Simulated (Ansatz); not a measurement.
**Single-point calculation of SnSe**

System: SnSe (Pnma, 8 atoms in the cell).
Method: DFT, PBE, plane waves, PAW, spin-polarised (Ansatz 0.2.0).

The structure derives from a Materials Project entry. Some settings of this run were made unusual or wrong on purpose.

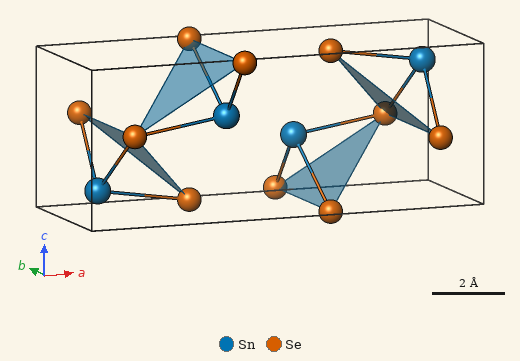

The structure (polyhedral view of the cell of the calculation, seen slightly off an axis; polyhedra are completed across the faces of the cell). An atom can appear more than once, as a periodic image.

### Input file
```yaml
crystal:
  lattice:
    - [11.7847581039, 0.0, 0.0]
    - [0.0, 4.2053941428, 0.0]
    - [0.0, 0.0, 4.5672799694]
  atoms:
    - { symbol: Sn, position: [0.6211841732, 0.75, 0.3836029445] }
    - { symbol: Sn, position: [0.8788158268, 0.25, 0.8836029445] }
    - { symbol: Sn, position: [0.3788158268, 0.25, 0.6163970555] }
    - { symbol: Sn, position: [0.1211841732, 0.75, 0.1163970555] }
    - { symbol: Se, position: [0.1451509857, 0.25, 0.5239132367] }
    - { symbol: Se, position: [0.6451509857, 0.25, 0.9760867633] }
    - { symbol: Se, position: [0.3548490143, 0.75, 0.0239132367] }
    - { symbol: Se, position: [0.8548490143, 0.75, 0.4760867633] }
basis:
  ecutwfc: 420
kpoints:
  mp_grid: { grid: [4, 8, 6] }
hamiltonian:
  xc: pbe
scf:
  occupations: { method: gaussian, width: 0.02 }
  max_iter: 80
output:
  forces: true
  eigenvalues: true
  stress: true
magnetization:
  spin_polarized: true
  initial_magnetization: 1
```

Run on 4 threads of Intel Xeon (Granite Rapids), 192 GiB of memory available, shared host.

Run as:
```bash
ansatz run input.yaml --threads 4 --pin off --max-ram 10240MiB --backend cpu --events-out ev --progress --plain --runs-dir out
```

### The program's output
```
Engine: ansatz 0.2.0, x86_64-unknown-linux-gnu
Pseudopotentials: kind: paw
Pseudopotential: Sn, paw, valence charge 14, recommended cutoff 420 eV (normal), Sn.paw.azcp
Pseudopotential: Se, paw, valence charge 16, recommended cutoff 420 eV (normal), Se.paw.azcp
Functional definition: PBE
  parameter kappa = 0.804
  parameter beta = 0.06672455060314922
  exchange = pbe_x(kappa = kappa, mu = beta*pi^2/3)
  correlation = pbe_c(beta = beta)
Crystal: 8 atoms, lattice volume = 226.352 Å³
Basis set: ecut = 420 eV, 4391 PW (Γ), exchange–correlation on 160×60×64 points (8 copies of the dense FFT grid, shifted against one another)
Bands: 73, of which v1, the nominal top of the filled ones, is band 60 counted from 1 (59 counted from 0)
Symmetry: 8 space group operations
Space group: Pnma (ITA 62), of the structure as read, at distance tolerance 6.1e-5 Å
Magnetic group: BNS 62.441 (UNI 539), of the structure as read, at distance tolerance 6.1e-5 Å
k-points: 60 of 192
Non-local potential: Sn, projectors of the file, l = 0: 2, l = 1: 2, l = 2: 2, l = 3: 2
Non-local potential: Se, projectors of the file, l = 0: 2, l = 1: 2, l = 2: 3, l = 3: 1
PAW form: soft (Blöchl's): semilocal exchange-correlation on the pseudo side does not see the compensation charge
PAW one-centre angular grid: Sn, 590 points (default); XC on 64 Gauss nodes
PAW one-centre angular grid: Se, 590 points (default); XC on 64 Gauss nodes
Initial density: superposition of atomic densities (chi_scale 0.1, normalization cell)
Starting moments: Σ|m| = 1 μB on 8 of 8 sites
Initial wavefunctions: pseudopotential atomic-orbital guess
Functional: x = pbe(κ = 0.804, μ = 0.2195149727645171), c = pbe(β = 0.06672455060314922)
iter 1 solved again at ethr=2.19e-3 eV; its pass at ethr=3.10e-3 eV (dr2=2.62e0 eV) is discarded
SCF iter   1: F=—  HF=-45976.595007 eV  |F-HF|=—  |Δ(HF+E_count)|=         —  Δρ=1.56e-2 (↑1.56e-2 ↓1.34e-2)  dr2=2.65e0  dr2_m=1.29e-1  M=1.000 μB ∫|m|=1.017 μB  β_m=1.00  ethr=2.19e-3  ⟨swp⟩=1.6  Hψ=42996  notcnv=0
preconditioner: auto → Kerker (q_TF=auto, 2.454 Å⁻¹)  [metal: Δε(μ)=0.006 eV  Ē_g=16.494 eV  σ=0.020 eV  W_gap=0.16  n_scr=56 (ndim 8)  ℏωp=22.1 eV  f_vac=0.000  D(μ)=8.47/eV (n_scr^D=68)]
spin=Collinear: Kerker preconditioning applied to the charge; magnetization (m = ρ↑ − ρ↓) channel mixes plain (no charge-response kernel on spin).
SCF iter   2: F=—  HF=-45977.047080 eV  |F-HF|=—  |Δ(HF+E_count)|=         —  Δρ=1.09e-2 (↑9.76e-3 ↓1.09e-2)  dr2=1.75e0  dr2_m=1.64e-2  M=0.000 μB ∫|m|=0.057 μB  β_m=0.30  ethr=2.19e-3  ⟨swp⟩=1.8  Hψ=9327  notcnv=0
Mixer restart at iter 2: flushing history
preconditioner: auto → Resta (q_TF=auto, 2.454 Å⁻¹)  ε∞=2.8  [insulator: Δε(μ)=0.760 eV  Ē_g=16.616 eV  σ=0.020 eV  W_gap=1.00  n_scr=56 (ndim 8)  ℏωp=22.1 eV  f_vac=0.000  D(μ)=0.00/eV (n_scr^D=0)  ε∞_Penn≈2.8]
spin=Collinear: Resta preconditioning applied to the charge; magnetization (m = ρ↑ − ρ↓) channel mixes plain (no charge-response kernel on spin).
SCF iter   3: F=—  HF=-45976.757401 eV  |F-HF|=—  |Δ(HF+E_count)|=   2.90e-1  Δρ=6.83e-3 (↑6.48e-3 ↓6.83e-3)  dr2=5.93e-1  dr2_m=7.94e-3  M=0.000 μB ∫|m|=0.046 μB  β_m=0.30  ethr=1.45e-3  ⟨swp⟩=2.0  Hψ=10354  notcnv=0
SCF iter   4: F=—  HF=-45976.655788 eV  |F-HF|=—  |Δ(HF+E_count)|=   1.02e-1  Δρ=3.45e-3 (↑3.45e-3 ↓2.78e-3)  dr2=4.66e-2  dr2_m=3.85e-3  M=0.000 μB ∫|m|=0.037 μB  β_m=0.30  ethr=4.94e-4  ⟨swp⟩=2.9  Hψ=12632  notcnv=0  defer=834
SCF iter   5: F=—  HF=-45976.669827 eV  |F-HF|=—  |Δ(HF+E_count)|=   1.40e-2  Δρ=1.14e-3 (↑9.99e-4 ↓1.14e-3)  dr2=3.27e-3  dr2_m=1.86e-3  M=0.000 μB ∫|m|=0.028 μB  β_m=0.30  ethr=3.88e-5  ⟨swp⟩=2.0  Hψ=15852  notcnv=0  defer=834
SCF iter   6: F=—  HF=-45976.671193 eV  |F-HF|=—  |Δ(HF+E_count)|=   1.37e-3  Δρ=7.36e-4 (↑7.36e-4 ↓7.18e-4)  dr2=7.25e-4  dr2_m=9.02e-4  M=0.000 μB ∫|m|=0.022 μB  β_m=0.30  ethr=2.73e-6  ⟨swp⟩=2.0  Hψ=15779  notcnv=0  defer=834
SCF iter   7: F=—  HF=-45976.672468 eV  |F-HF|=—  |Δ(HF+E_count)|=   1.28e-3  Δρ=5.11e-4 (↑4.35e-4 ↓5.11e-4)  dr2=8.61e-5  dr2_m=4.39e-4  M=0.000 μB ∫|m|=0.017 μB  β_m=0.30  ethr=6.04e-7  ⟨swp⟩=2.0  Hψ=15126  notcnv=0  defer=834
SCF iter   8: F=—  HF=-45976.673220 eV  |F-HF|=—  |Δ(HF+E_count)|=   7.52e-4  Δρ=3.31e-4 (↑3.15e-4 ↓3.31e-4)  dr2=1.21e-5  dr2_m=2.14e-4  M=0.000 μB ∫|m|=0.013 μB  β_m=0.30  ethr=7.17e-8  ⟨swp⟩=2.0  Hψ=15126  notcnv=0  defer=834
Mixer restart at iter 8: flushing history
spin-set hold released at iteration 8 (site moments contracting): the magnetisation degrees of freedom join the quasi-Newton model from the next iteration; the mixer history was flushed
SCF iter   9: F=—  HF=-45976.673590 eV  |F-HF|=—  |Δ(HF+E_count)|=   3.71e-4  Δρ=2.33e-4 (↑2.19e-4 ↓2.33e-4)  dr2=6.46e-6  dr2_m=1.05e-4  M=0.000 μB ∫|m|=0.010 μB  β_m=0.64  ethr=1.01e-8  ⟨swp⟩=2.4  Hψ=11312  notcnv=0  defer=834
SCF iter  10: F=—  HF=-45976.673979 eV  |F-HF|=—  |Δ(HF+E_count)|=   3.88e-4  Δρ=1.68e-5 (↑1.65e-5 ↓1.68e-5)  dr2=2.86e-7  dr2_m=5.27e-7  M=0.000 μB ∫|m|=0.002 μB  β_m=0.82  ethr=5.38e-9  ⟨swp⟩=3.0  Hψ=16110  notcnv=0  defer=834
SCF iter  11: F=—  HF=-45976.673981 eV  |F-HF|=—  |Δ(HF+E_count)|=   2.15e-6  Δρ=6.95e-6 (↑6.95e-6 ↓6.05e-6)  dr2=6.76e-8  dr2_m=7.73e-8  M=0.000 μB ∫|m|=0.001 μB  β_m=0.91  ethr=8.33e-11  ⟨swp⟩=11.4  Hψ=41692  notcnv=0
SCF iter  12: F=—  HF=-45976.673981 eV  |F-HF|=—  |Δ(HF+E_count)|=   4.08e-7  Δρ=1.64e-6 (↑8.49e-7 ↓1.64e-6)  dr2=2.10e-8  dr2_m=8.83e-10  M=0.000 μB ∫|m|=0.000 μB  β_m=0.76  ethr=5.63e-11  ⟨swp⟩=5.2  Hψ=28092  notcnv=0
SCF iter  13: F=—  HF=-45976.673981 eV  |F-HF|=—  |Δ(HF+E_count)|=   7.47e-9  Δρ=4.97e-7 (↑4.97e-7 ↓4.51e-7)  dr2=8.56e-10  dr2_m=3.49e-10  M=0.000 μB ∫|m|=0.000 μB  β_m=0.88  ethr=1.75e-11  ⟨swp⟩=3.4  Hψ=24428  notcnv=0
SCF iter  14: F=-45976.673981 eV  HF=-45976.673981 eV  |F-HF|=1.46e-11  |Δ(HF+E_count)|=   1.93e-9  Δρ=9.98e-8 (↑9.98e-8 ↓9.90e-8)  dr2=8.04e-11  dr2_m=7.50e-12  M=0.000 μB ∫|m|=0.000 μB  ethr=1.00e-12  ⟨swp⟩=2.6  Hψ=17124  notcnv=0
SCF 1 converged in 14 iterations: F = -45976.673981 eV  dr2 = 8.04e-11
  greatest PAW one-centre occupation: 1.000 electrons in one spin orbital (limit 2), on the Se atom at site 7 (counted from 0), in its partial waves of l = 2
```

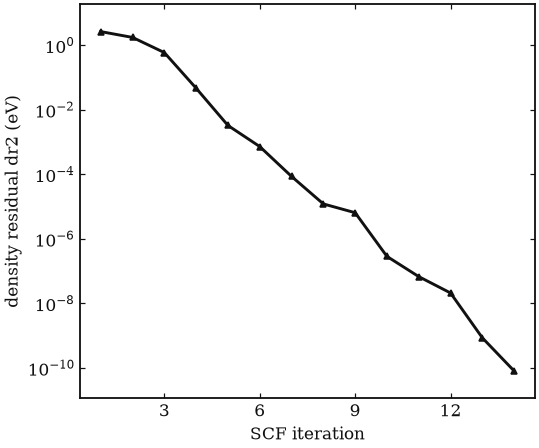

Convergence of the self-consistent field: density residual dr2 against the SCF iteration. The residual falls at every step.

```
WARN: the starting moments were not kept: the SCF closed with an absolute magnetisation of 7.6e-6 μB, where they sum to 1 μB in size (8 sites). That is at most 0.1 of that sum. Measured as dr2_m measures the in/out step, that magnetisation stands 1.4e-12 eV from none, at or under the dr2_threshold of 1.0e-7 eV: it is no larger than a step whose dr2_m would equal this threshold. The system may hold no moment; this SCF shows only that its start led to no more than that. To try another start: raise the starting moments (crystal.atoms[].spin, magnetization.per_species, magnetization.initial_magnetization, or on a non-collinear deck that types none of these the spinor_matrix: blocks that start its atoms; where the total moment is fixed, keep their sum and leave initial_magnetization as it is; typed ones take the place of any that the run laid by itself, positive ones on a crystal's lanthanoids without a Hubbard term where scf.initial_density.shell_occupations: [] is typed) or, if the notice of its spin-set hold's release reads "site moments contracting" or "site moments show no strong build", lengthen the hold (scf.mixing.spin_hold: { on: { confirm: 4 } }; for m-r²SCAN on two components see the key's manual first). Each may lead to a state that holds a moment. A second SCF, from the converged charge density, with the starting moments and any scf.initial_density.shell_occupations laid on it anew, would have followed, and was not run: the deck does not ask for one (magnetization.retry_lost_moments is false, the default). To let it run, set magnetization.retry_lost_moments: true and run the deck again, where that key's refused combinations let it; where memory then withholds it, that run's warning says so.
SCF converged after 14 iterations
Magnetization: 0.0000 μB (60.0000 up, 60.0000 down)
Absolute magnetization: 0.0000 μB (∫|ρ↑−ρ↓|, with the PAW one-centre terms)
Spin contamination: 0.0000 ħ² per cell (⟨S²⟩ above its minimum at these occupations)
Per-site moments (μB) at R_I (Å): [(2.2706591610498255e-7, 1.1491804965566952), (2.270659163092272e-7, 1.1491804965566952), (2.2706591652230817e-7, 1.1491804965566947), (2.2706591633401833e-7, 1.1491804965566947), (-3.465174516549202e-7, 1.1491804965566947), (-3.4651745164535173e-7, 1.1491804965566952), (-3.465174516685597e-7, 1.1491804965566947), (-3.4651745160237524e-7, 1.1491804965566952)]
Free energy (F): -45976.673981 eV
Harris-Foulkes:  -45976.673981 eV  (|F-HF|=1.46e-11)
Internal energy: -45976.673981 eV  (E = F + TS)
E sigma→0 (E₀):  -45976.673981 eV
Fermi energy:    8.502235 eV
--- Per-component energies (eV) ---
  E_band       = -1967.028241
  E_kinetic    = 1212.474892
  E_local      = -13732.348238  (includes V_loc(G=0)·N_el)
  E_nonlocal   = -2513.984752
  E_hartree    = 7185.604170
  E_xc         = -1948.164710
  E_vxc        = -776.784133  (∫ρ·V_xc dr)
  E_paw        = -24179.531970  (= ΣΔE_a)
  E_vpaw       = -527.592411  (= ΣTr[D̂ρ^β])
  E_aug_tail   = -0.002334  (compensation charges beyond the density's cutoff)
  E_ewald      = -12000.721040
  E_smearing   = -0.000000  (= −TS)
  E_closure    = -0.000000  (closes the sum)
  Σ components = -45976.673981   (vs F -45976.673981, Δ=0.00e0)
--- Forces (eV/Å), atoms counted from 1 ---
  atom   1  Sn     0.00284282     0.00000000    -0.00022993
  atom   2  Sn    -0.00284282     0.00000000    -0.00022993
  atom   3  Sn    -0.00284282     0.00000000     0.00022993
  atom   4  Sn     0.00284282     0.00000000     0.00022993
  atom   5  Se     0.00296285     0.00000000    -0.00004651
  atom   6  Se     0.00296285     0.00000000     0.00004651
  atom   7  Se    -0.00296285     0.00000000    -0.00004651
  atom   8  Se    -0.00296285     0.00000000     0.00004651
  max |Σ_I F_I| component: 1.73e-18 eV/Å
--- Stress (GPa, compression-positive) ---
       -0.019631       0.000000       0.000000
        0.000000      -0.001478       0.000000
        0.000000       0.000000      -0.004012
  P = ⅓ Tr σ = -0.0084 GPa (-0.084 kbar)
--- Band table (eV; the first three rows and the last of 120) ---
  k-point 0 ↑: bands = ["-39.0957", "-39.0956", "-39.0956", "-39.0956", "-39.0945", "-39.0945", "-39.0944", "-39.0944", "-39.0725", "-39.0724", "-39.0724", "-39.0723", "-39.0700", "-39.0699", "-39.0699", "-39.0698", "-39.0627", "-39.0626", "-39.0625", "-39.0625", "-13.1240", "-13.1161", "-13.1124", "-13.1094", "-13.1092", "-13.1063", "-13.1059", "-13.1032", "-13.0932", "-13.0919", "-13.0876", "-13.0814", "-13.0802", "-13.0782", "-13.0621", "-13.0614", "-13.0545", "-13.0545", "-13.0543", "-13.0475", "-5.2919", "-5.0146", "-4.3568", "-3.9780", "1.1944", "2.0828", "2.7910", "3.1300", "3.5713", "5.0295", "5.1101", "5.1112", "5.3908", "5.5228", "6.1341", "6.4105", "6.6952", "7.0456", "7.5223", "7.7108", "8.9889", "10.9439", "11.1327", "11.1834", "11.3892", "11.6740", "12.0440", "12.6141", "12.7877", "12.8807", "13.4309", "13.8626", "14.1824"]
  k-point 1 ↑: bands = ["-39.0957", "-39.0957", "-39.0956", "-39.0956", "-39.0945", "-39.0945", "-39.0944", "-39.0944", "-39.0724", "-39.0724", "-39.0724", "-39.0723", "-39.0700", "-39.0699", "-39.0699", "-39.0698", "-39.0627", "-39.0626", "-39.0625", "-39.0625", "-13.1229", "-13.1154", "-13.1126", "-13.1102", "-13.1092", "-13.1076", "-13.1062", "-13.1038", "-13.0913", "-13.0893", "-13.0872", "-13.0818", "-13.0797", "-13.0781", "-13.0625", "-13.0605", "-13.0555", "-13.0550", "-13.0538", "-13.0479", "-5.1914", "-4.9216", "-4.3529", "-4.0048", "0.8776", "1.8809", "2.1672", "2.7966", "3.6664", "5.1777", "5.2694", "5.6248", "5.6668", "5.9218", "6.2246", "6.6840", "6.7399", "7.2357", "7.4857", "7.7229", "9.0606", "10.1552", "10.9742", "11.0398", "11.1235", "11.4018", "12.1063", "12.1071", "12.3035", "12.7505", "13.2235", "13.2493", "13.7625"]
  k-point 2 ↑: bands = ["-39.0957", "-39.0957", "-39.0956", "-39.0956", "-39.0945", "-39.0945", "-39.0944", "-39.0944", "-39.0724", "-39.0724", "-39.0723", "-39.0723", "-39.0699", "-39.0699", "-39.0699", "-39.0698", "-39.0626", "-39.0626", "-39.0625", "-39.0625", "-13.1200", "-13.1139", "-13.1135", "-13.1117", "-13.1102", "-13.1097", "-13.1067", "-13.1052", "-13.0864", "-13.0862", "-13.0840", "-13.0829", "-13.0798", "-13.0780", "-13.0621", "-13.0591", "-13.0577", "-13.0562", "-13.0526", "-13.0492", "-4.9258", "-4.6736", "-4.4037", "-4.1205", "0.4687", "1.1795", "1.5794", "2.1286", "4.1014", "5.4046", "5.6954", "6.0493", "6.3621", "6.3628", "6.4371", "6.7498", "7.0412", "7.5427", "7.6450", "8.1673", "9.1193", "9.5965", "9.7574", "10.1825", "10.4839", "10.9092", "11.0278", "11.3847", "11.8610", "12.1450", "13.0434", "13.5657", "14.4040"]
  k-point 59 ↓: bands = ["-39.0957", "-39.0957", "-39.0957", "-39.0957", "-39.0943", "-39.0943", "-39.0943", "-39.0943", "-39.0723", "-39.0723", "-39.0723", "-39.0723", "-39.0699", "-39.0699", "-39.0699", "-39.0699", "-39.0625", "-39.0625", "-39.0625", "-39.0625", "-13.1250", "-13.1250", "-13.1250", "-13.1250", "-13.0994", "-13.0994", "-13.0994", "-13.0994", "-13.0863", "-13.0863", "-13.0863", "-13.0863", "-13.0697", "-13.0697", "-13.0697", "-13.0697", "-13.0498", "-13.0498", "-13.0498", "-13.0498", "-4.1378", "-4.1378", "-4.1378", "-4.1378", "1.5925", "1.5925", "1.5925", "1.5925", "3.9003", "3.9003", "3.9003", "3.9003", "4.7162", "4.7162", "4.7162", "4.7162", "6.7178", "6.7178", "6.7178", "6.7178", "10.7144", "10.7144", "10.7144", "10.7144", "12.7278", "12.7278", "12.7278", "12.7278", "14.4057", "14.4057", "14.4057", "14.4057", "14.9220"]
```

### What the run reported

```csv
quantity,value
outcome,converged
space group (tolerance 0.01 Å),Pnma (62)
electrons treated,120
free energy,−45976.6740 eV
Fermi energy,8.502 eV
gap on the k-point mesh,0.67 eV
net moment of the cell,0.00 μB
integrated absolute moment,0.00 μB
pressure,−0.01 GPa
largest force (length of the vector),0.003 eV/Å
wall time,25 s (CPU time 99 s)
peak memory,1.6 GiB
```

### Remarks

This input holds a deliberate fault: an impossible spin (`magnetization`). It did no harm here: the run converged to the energy of the sound run within 1 meV per atom. The program warns: some starting moments were not kept.
